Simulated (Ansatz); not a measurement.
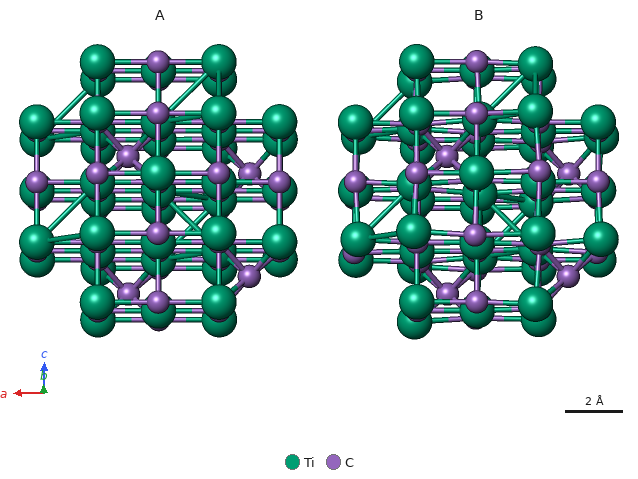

Two geometries of a defect cell of composition Ti8C9, drawn at one scale. One is the start of a relaxation, the other its converged end. The picture is a ball-and-stick view of the atoms within 5.8 Å of the atom that moves most (axes of the conventional cell (4 times the calculation's cell) (origin shifted)), seen from a free direction. Lengths and directions refer to the drawn axes.

Theory: Ansatz 0.2.0, DFT PBE, scalar-relativistic, plane waves, PAW. Settings: plane-wave cutoff 420 eV; k-point mesh 5 × 5 × 5; occupations gaussian; smearing width 0.1 eV; no spin polarisation; atoms relaxed in a fixed cell; force threshold 0.025 eV/Å; at most 45 steps.

Q: Which of the two is the end point?

A: Structure B is the relaxed one. Case: C interstitial, charge +0, atoms relaxed at the host's cell. The largest moves, 0.15 Å, are those of Ti atoms. Largest moves by element: Ti 0.15 Å, C 0.12 Å. The cell stays as it was. Some distances before and after: Ti–Ti 3.064 → 2.819 Å, Ti–Ti 3.064 → 3.309 Å, C–Ti 1.876 → 2.026 Å, C–C 1.876 → 1.755 Å. Bond angles that change, for instance: Ti–C–Ti 90.0° → 84.4°, Ti–C–Ti 180.0° → 176.1°, C–Ti–C 90.0° → 93.0°. After 4 accepted moves (5 points after the start) the energy has fallen by 1.613 eV per cell of the calculation. The largest force component goes from 2.9 to 0.0071 eV/Å. 1 step only repeated the SCF at the same geometry. Cost: 44 s on 4 threads of Intel(R) Xeon(R) Processor @ 2.50GHz (Skylake/Cascade Lake) (shared host), peak memory 0.69 GiB.

Limits of the set-up: the periodic images lie only 6.1 Å apart, so the values are limited by the cell's size.
